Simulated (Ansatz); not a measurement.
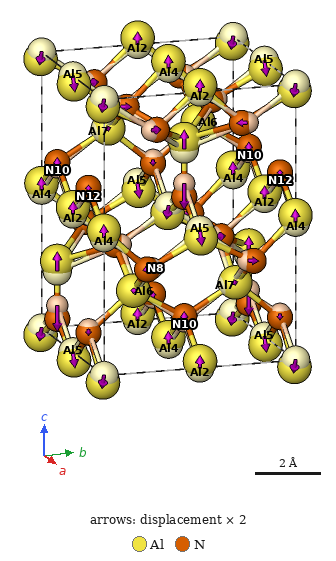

This is a relaxation of a defect cell of composition Al₇N₈ (started half-way along a vacancy jump, in the symmetry of that start). The starting structure is drawn faded, the final one solid; purple arrows show the displacements, 2 times their true length.

A ball-and-stick model of the conventional cell (2 times the calculation's cell), seen slightly off an axis. Lengths and directions refer to the drawn axes.

Computed with DFT PBE, scalar-relativistic, plane waves, PAW (Ansatz). Set-up: plane-wave cutoff 420 eV; k-point mesh 4 × 4 × 4; occupations gaussian; smearing width 0.05 eV; no spin polarisation; atoms relaxed in a fixed cell; force threshold 0.02 eV/Å; at most 60 steps.

> Describe the change and its energy.

Over 6 geometry steps the energy falls by 20.108 eV per cell of the calculation. The largest force component goes from 99 to 0.0046 eV/Å. The largest move is that of an N atom, 0.43 Å along −c. By element the largest moves are N 0.43 Å, Al 0.32 Å. The lattice vectors keep their values. Near-neighbour distances that change, for instance: Al–N 1.101 → 1.847 Å, Al–N 2.461 → 2.183 Å, Al–N 1.907 → 1.831 Å, Al–N 1.907 → 1.937 Å. Bond angles that change, for instance: N–Al–N 109.5° → 92.2°, N–Al–N 109.5° → 126.6°, Al–N–Al 109.5° → 122.5°. Cost: 15 s on 4 threads of Intel(R) Xeon(R) Platinum 8488C (Sapphire Rapids), with other jobs on the host, peak memory 0.61 GiB.

Limits of the set-up: the cell has an odd number of electrons but was run without spin polarisation; the periodic images lie only 6.2 Å apart, so the values are limited by the cell's size.
